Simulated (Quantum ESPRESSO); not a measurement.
**MoS4: band-structure run (part 1 of 2)**

The run: band-structure run of MoS4 (slab, 5 atoms in the cell). Method and program: Kohn-Sham DFT of a periodic cell, RPBE, SSSP 1.3 efficiency PBE, no spin polarisation (Quantum ESPRESSO 7.5).

The structure derives from a Materials Project entry.

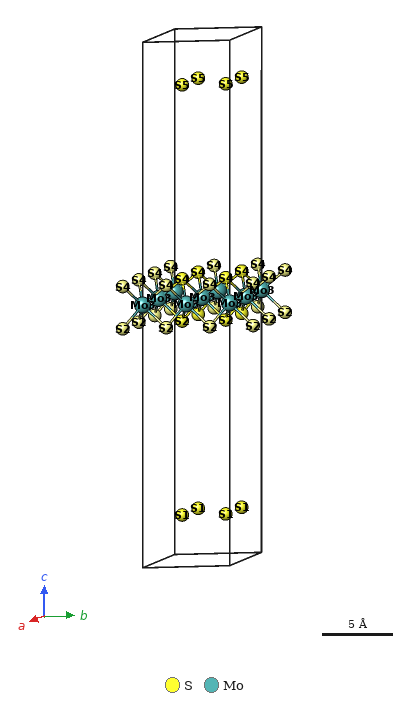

*The structure as given in the input (ball-and-stick view of the 2 × 2 repeat of the cell, with the vacuum cut short, seen slightly off an axis; neighbours outside the cell are drawn fainter; atoms are numbered from 1 in the order of the input). An atom can appear more than once, as a periodic image.*

**Summary**

- outcome: converged
- electrons treated: 38
- free energy: −3177.9965 eV
- Fermi energy: −3.258 eV
- gap on the k-point mesh: none (metallic)
- largest force (length of the vector): 0.340 eV/Å
- hardware: 2 threads of Arm Neoverse V2, 24 GiB of memory available, shared host
- wall time: 15 min (CPU time 31 min)
- peak memory: 1 GiB

Further notes kept with the run: potentials made for another functional. Notes on the run: integrated real space q too different from target q; negative rho. Points of doubt noted for this run: potentials made for another functional; real space augmentation costs some mev and hundredths of ev per a.

**Input**
```
&CONTROL
  calculation = 'scf'
  prefix = 'pwscf'
  outdir = './tmp'
  pseudo_dir = './pseudo'
  tprnfor = .true.
  disk_io = 'low'
/
&SYSTEM
  ibrav = 0
  celldm(1) = 8
  nat = 5
  ntyp = 2
  ecutwfc = 60
  ecutrho = 440
  nbnd = 27
  input_dft = 'rpbe'
  occupations = 'smearing'
  smearing = 'mp'
  degauss = 0.00734986
/
&ELECTRONS
  conv_thr = 5d-09
  electron_maxstep = 150
  mixing_beta = 0.3
  mixing_mode = 'local-TF'
  tqr = .true.
/
ATOMIC_SPECIES
S     32.0600 s_pbe_v1.4.uspp.F.UPF
Mo    95.9500 Mo_ONCV_PBE-1.0.oncvpsp.upf
CELL_PARAMETERS alat
  0.7521407801967   0.0000000000000   0.0000000000000
 -0.3760703901061   0.6513730228771   0.0000000000000
  0.0000000000000   0.0000000000000  10.9997532318311
ATOMIC_POSITIONS crystal
S      0.3333333300    0.6666666600    0.1610598169
S      0.3333333300    0.6666666600    0.4666858505
Mo     0.0000000000    0.0000000000    0.5000000000
S      0.3333333300    0.6666666600    0.5333141495
S      0.3333333300    0.6666666600    0.8389401831
K_POINTS automatic
10 10 1 0 0 0
```

**File bands.in**
```
&CONTROL
  calculation = 'bands'
  prefix = 'pwscf'
  outdir = './tmp'
  pseudo_dir = './pseudo'
  disk_io = 'low'
  verbosity = 'high'
/
&SYSTEM
  ibrav = 0
  celldm(1) = 8
  nat = 5
  ntyp = 2
  ecutwfc = 60
  ecutrho = 440
  nbnd = 27
  input_dft = 'rpbe'
  occupations = 'smearing'
  smearing = 'mp'
  degauss = 0.00734986
/
&ELECTRONS
  conv_thr = 1d-06
  electron_maxstep = 150
  mixing_beta = 0.3
  mixing_mode = 'local-TF'
  tqr = .true.
  diago_david_ndim = 4
/
ATOMIC_SPECIES
S     32.0600 s_pbe_v1.4.uspp.F.UPF
Mo    95.9500 Mo_ONCV_PBE-1.0.oncvpsp.upf
CELL_PARAMETERS alat
  0.7521407801967   0.0000000000000   0.0000000000000
 -0.3760703901061   0.6513730228771   0.0000000000000
  0.0000000000000   0.0000000000000  10.9997532318311
ATOMIC_POSITIONS crystal
S      0.3333333300    0.6666666600    0.1610598169
S      0.3333333300    0.6666666600    0.4666858505
Mo     0.0000000000    0.0000000000    0.5000000000
S      0.3333333300    0.6666666600    0.5333141495
S      0.3333333300    0.6666666600    0.8389401831
K_POINTS crystal
36
 0.0000000000  0.0000000000  0.0000000000 1
 0.0416666667  0.0000000000  0.0000000000 1
 0.0833333333  0.0000000000  0.0000000000 1
 0.1250000000  0.0000000000  0.0000000000 1
 0.1666666667  0.0000000000  0.0000000000 1
 0.2083333333  0.0000000000  0.0000000000 1
 0.2500000000  0.0000000000  0.0000000000 1
 0.2916666667  0.0000000000  0.0000000000 1
 0.3333333333  0.0000000000  0.0000000000 1
 0.3750000000  0.0000000000  0.0000000000 1
 0.4166666667  0.0000000000  0.0000000000 1
 0.4583333333  0.0000000000  0.0000000000 1
 0.5000000000  0.0000000000  0.0000000000 1
 0.4761904762  0.0476190476  0.0000000000 1
 0.4523809524  0.0952380952  0.0000000000 1
 0.4285714286  0.1428571429  0.0000000000 1
 0.4047619048  0.1904761905  0.0000000000 1
 0.3809523810  0.2380952381  0.0000000000 1
 0.3571428571  0.2857142857  0.0000000000 1
 0.3333333333  0.3333333333  0.0000000000 1
 0.3125000000  0.3125000000  0.0000000000 1
 0.2916666667  0.2916666667  0.0000000000 1
 0.2708333333  0.2708333333  0.0000000000 1
 0.2500000000  0.2500000000  0.0000000000 1
 0.2291666667  0.2291666667  0.0000000000 1
 0.2083333333  0.2083333333  0.0000000000 1
 0.1875000000  0.1875000000  0.0000000000 1
 0.1666666667  0.1666666667  0.0000000000 1
 0.1458333333  0.1458333333  0.0000000000 1
 0.1250000000  0.1250000000  0.0000000000 1
 0.1041666667  0.1041666667  0.0000000000 1
 0.0833333333  0.0833333333  0.0000000000 1
 0.0625000000  0.0625000000  0.0000000000 1
 0.0416666667  0.0416666667  0.0000000000 1
 0.0208333333  0.0208333333  0.0000000000 1
 0.0000000000  0.0000000000  0.0000000000 1
```

Launched with:
```bash
OMP_NUM_THREADS=1 mpirun -n 2 pw.x -nk 2 -in pw.in > pw.out
OMP_NUM_THREADS=1 mpirun -n 2 pw.x -nk 2 -in bands.in > bands.out
```

**Log**
```
This program is part of the open-source Quantum ESPRESSO suite
     for quantum simulation of materials; please cite
         "P. Giannozzi et al., J. Phys.:Condens. Matter 21 395502 (2009);
         "P. Giannozzi et al., J. Phys.:Condens. Matter 29 465901 (2017);
         "P. Giannozzi et al., J. Chem. Phys. 152 154105 (2020);
          URL
     in publications or presentations arising from this work. More details at

     IMPORTANT: XC functional enforced from input :
     Exchange-correlation= RPBE
                           (   1   4  44   4   0   0   0)
     Any further DFT definition will be discarded
     Please, verify this is what you really want

     Message from routine setup:
     using ibrav=0 with symmetry is DISCOURAGED, use correct ibrav instead

     K-points division:     npool     =       2
     Subspace diagonalization in iterative solution of the eigenvalue problem:
     a serial algorithm will be used

     G-vector sticks info
     --------------------
     sticks:   dense  smooth     PW     G-vecs:    dense   smooth      PW
     Sum        1099     595    169               429569   173287   27139

     Using Slab Decomposition

     bravais-lattice index     =            0
     lattice parameter (alat)  =       8.0000  a.u.
     unit-cell volume          =    2759.1913 (a.u.)^3
     number of atoms/cell      =            5
     number of atomic types    =            2
     number of electrons       =        38.00
     number of Kohn-Sham states=           27
     kinetic-energy cutoff     =      60.0000  Ry
     charge density cutoff     =     440.0000  Ry
     scf convergence threshold =      5.0E-09
     mixing beta               =       0.3000
     number of iterations used =            8  local-TF  mixing
     Exchange-correlation= RPBE
                           (   1   4  44   4   0   0   0)

     celldm(1)=   8.000000  celldm(2)=   0.000000  celldm(3)=   0.000000
     celldm(4)=   0.000000  celldm(5)=   0.000000  celldm(6)=   0.000000

     crystal axes: (cart. coord. in units of alat)
               a(1) = (   0.752141   0.000000   0.000000 )
               a(2) = (  -0.376070   0.651373   0.000000 )
               a(3) = (   0.000000   0.000000  10.999753 )

     reciprocal axes: (cart. coord. in units 2 pi/alat)
               b(1) = (  1.329538  0.767609 -0.000000 )
               b(2) = (  0.000000  1.535219  0.000000 )
               b(3) = (  0.000000 -0.000000  0.090911 )

     PseudoPot. # 1 for S  read from file:
     s_pbe_v1.4.uspp.F.UPF
     Pseudo is Ultrasoft + core correction, Zval =  6.0
     Generated by new atomic code, or converted to UPF format
     Using radial grid of  907 points,  6 beta functions with:
                l(1) =   0
                l(2) =   0
                l(3) =   1
                l(4) =   1
                l(5) =   2
                l(6) =   2
     Q(r) pseudized with  8 coefficients,  rinner =    1.300   1.300   1.300
                                                       1.300   1.300

     PseudoPot. # 2 for Mo read from file:
     Mo_ONCV_PBE-1.0.oncvpsp.upf
     Pseudo is Norm-conserving, Zval = 14.0
     Generated using ONCVPSP code by D. R. Hamann
     Using radial grid of 1526 points,  6 beta functions with:
                l(1) =   0
                l(2) =   0
                l(3) =   1
                l(4) =   1
                l(5) =   2
                l(6) =   2

     atomic species   valence    mass     pseudopotential
     S                 6.00    32.06000     S ( 1.00)
     Mo               14.00    95.95000     Mo( 1.00)

     12 Sym. Ops. (no inversion) found

   Cartesian axes

     site n.     atom                  positions (alat units)
         1        S      tau(   1) = (  -0.0000000   0.4342487   1.7716182  )
         2        S      tau(   2) = (  -0.0000000   0.4342487   5.1334292  )
         3        Mo     tau(   3) = (   0.0000000   0.0000000   5.4998766  )
         4        S      tau(   4) = (  -0.0000000   0.4342487   5.8663240  )
         5        S      tau(   5) = (  -0.0000000   0.4342487   9.2281350  )

     number of k points=    14  Methfessel-Paxton smearing, width (Ry)=  0.0073
                       cart. coord. in units 2pi/alat
        k(    1) = (   0.0000000   0.0000000   0.0000000), wk =   0.0200000
        k(    2) = (   0.0000000   0.1535219   0.0000000), wk =   0.1200000
        k(    3) = (   0.0000000   0.3070437   0.0000000), wk =   0.1200000
        k(    4) = (   0.0000000   0.4605656   0.0000000), wk =   0.1200000
        k(    5) = (   0.0000000   0.6140875   0.0000000), wk =   0.1200000
        k(    6) = (   0.0000000  -0.7676093   0.0000000), wk =   0.0600000
        k(    7) = (   0.1329538   0.2302828   0.0000000), wk =   0.1200000
        k(    8) = (   0.1329538   0.3838047   0.0000000), wk =   0.2400000
        k(    9) = (   0.1329538   0.5373265   0.0000000), wk =   0.2400000
        k(   10) = (   0.1329538   0.6908484   0.0000000), wk =   0.2400000
        k(   11) = (   0.2659077   0.4605656   0.0000000), wk =   0.1200000
        k(   12) = (   0.2659077   0.6140875   0.0000000), wk =   0.2400000
        k(   13) = (   0.2659077   0.7676093   0.0000000), wk =   0.1200000
        k(   14) = (   0.3988615   0.6908484   0.0000000), wk =   0.1200000

     Dense  grid:   429569 G-vectors     FFT dimensions: (  45,  45, 600)

     Smooth grid:   173287 G-vectors     FFT dimensions: (  30,  30, 450)
     Real space treatment of Q(r)

     Initializing real-space augmentation for DENSE grid
     Message from routine real_space_q:
     integrated real space q too different from target q
     Largest difference:   0.000039 for atom type # 1

     Initial potential from superposition of free atoms

     starting charge      37.9989, renormalised to      38.0000

     negative rho (up, down):  9.045E-06 0.000E+00
     Starting wfcs are   26 randomized atomic wfcs +    1 random wfcs

     Self-consistent Calculation

     iteration #  1     ecut=    60.00 Ry     beta= 0.30
     Davidson diagonalization with overlap
     ethr =  1.00E-02,  avg # of iterations =  4.4

     Threshold (ethr) on eigenvalues was too large:
     Diagonalizing with lowered threshold

     Davidson diagonalization with overlap
     ethr =  4.11E-04,  avg # of iterations =  1.9

     negative rho (up, down):  8.018E-04 0.000E+00

     total energy              =    -233.60121379 Ry
     estimated scf accuracy    <       0.16421440 Ry

     iteration #  2     ecut=    60.00 Ry     beta= 0.30
     Davidson diagonalization with overlap
     ethr =  4.32E-04,  avg # of iterations =  1.1

     negative rho (up, down):  6.435E-03 0.000E+00

     total energy              =    -233.56694624 Ry
     estimated scf accuracy    <       0.09711606 Ry

     iteration #  3     ecut=    60.00 Ry     beta= 0.30
     Davidson diagonalization with overlap
     ethr =  2.56E-04,  avg # of iterations =  6.5

     negative rho (up, down):  5.490E-03 0.000E+00

     total energy              =    -233.58002335 Ry
     estimated scf accuracy    <       0.00709074 Ry

     iteration #  4     ecut=    60.00 Ry     beta= 0.30
     Davidson diagonalization with overlap
     c_bands:  1 eigenvalues not converged
     ethr =  1.87E-05,  avg # of iterations =  7.9

     negative rho (up, down):  5.319E-03 0.000E+00

     total energy              =    -233.57918346 Ry
     estimated scf accuracy    <       0.00496738 Ry

     iteration #  5     ecut=    60.00 Ry     beta= 0.30
     Davidson diagonalization with overlap
     ethr =  1.31E-05,  avg # of iterations =  4.1

     negative rho (up, down):  3.083E-03 0.000E+00

     total energy              =    -233.57903252 Ry
     estimated scf accuracy    <       0.00233560 Ry

     iteration #  6     ecut=    60.00 Ry     beta= 0.30
     Davidson diagonalization with overlap
     ethr =  6.15E-06,  avg # of iterations =  5.5

     negative rho (up, down):  2.738E-03 0.000E+00

     total energy              =    -233.57902461 Ry
     estimated scf accuracy    <       0.00174391 Ry

     iteration #  7     ecut=    60.00 Ry     beta= 0.30
     Davidson diagonalization with overlap
     ethr =  4.59E-06,  avg # of iterations =  1.6

     negative rho (up, down):  1.045E-03 0.000E+00

     total energy              =    -233.57881419 Ry
     estimated scf accuracy    <       0.00141874 Ry

     iteration #  8     ecut=    60.00 Ry     beta= 0.30
     Davidson diagonalization with overlap
     c_bands:  1 eigenvalues not converged
     ethr =  3.73E-06,  avg # of iterations =  6.1

     negative rho (up, down):  6.991E-04 0.000E+00
```
